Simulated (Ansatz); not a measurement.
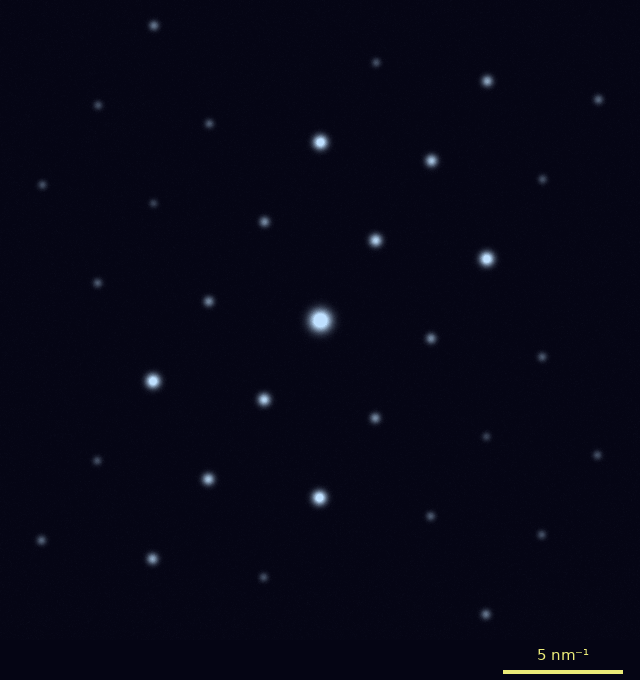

The pattern is a kinematic simulation for 200 kV electrons (no multiple scattering; isotropic B = 0.5 Å²).

Phase: B, space group R-3m (No. 166), a = 4.876 Å, c = 12.500 Å (hexagonal axes). Structure: coordinates from a relaxation with Ansatz 0.2.0, DFT PBEsol, scalar-relativistic, plane waves, PAW.

```
B
1.0
     4.87612    0.00000    0.00000
    -2.43806    4.22284    0.00000
     0.00000    0.00000   12.49972
B
36
Direct
  0.11893 0.88107 0.89169
  0.11893 0.23786 0.89169
  0.76214 0.88107 0.89169
  0.21441 0.78559 0.77498
  0.21441 0.42881 0.77498
  0.57119 0.78559 0.77498
  0.53058 0.46942 0.69103
  0.53058 0.06115 0.69103
  0.93885 0.46942 0.69103
  0.80276 0.19724 0.97564
  0.80276 0.60551 0.97564
  0.39449 0.19724 0.97564
  0.78559 0.21441 0.22502
  0.78559 0.57119 0.22502
  0.42881 0.21441 0.22502
  0.88107 0.11893 0.10831
  0.88107 0.76214 0.10831
  0.23786 0.11893 0.10831
  0.19724 0.80276 0.02436
  0.19724 0.39449 0.02436
  0.60551 0.80276 0.02436
  0.46942 0.53058 0.30897
  0.46942 0.93885 0.30897
  0.06115 0.53058 0.30897
  0.45226 0.54774 0.55835
  0.45226 0.90452 0.55835
  0.09548 0.54774 0.55835
  0.54774 0.45226 0.44165
  0.54774 0.09548 0.44165
  0.90452 0.45226 0.44165
  0.86391 0.13609 0.35769
  0.86391 0.72782 0.35769
  0.27218 0.13609 0.35769
  0.13609 0.86391 0.64231
  0.13609 0.27218 0.64231
  0.72782 0.86391 0.64231
```

> Measure the pattern against the scale bar and name the zone.

The spots form a centred rectangular net whose two shortest vectors correspond to d = 2.44 Å and 2.10 Å, 64.4° apart. They index as 2 -1 0 and 1 1 -3, so the zone axis is [121] (or an equivalent direction of <121>).

> Which reflections of this zone are missing, and why?

The lattice centring (R) removes all reflections that break −h + k + l = 3n; reflections such as 4 -5 6, 4 1 -6 are allowed but too weak to see at this display level.

> List the strongest reflections.

Strongest reflections with d > 0.80 Å, one of each family (|F|² from tabulated Gaussian fits of the electron scattering factors, times a small damping for the curvature of the Ewald sphere):

```tsv
hkl	d (Å)	I (strongest = 100)
3 0 -3	1.334	100
2 -1 0	2.438	41
4 -2 0	1.219	30
6 -3 0	0.813	17
1 1 -3	2.104	8
2 2 -6	1.052	2
```
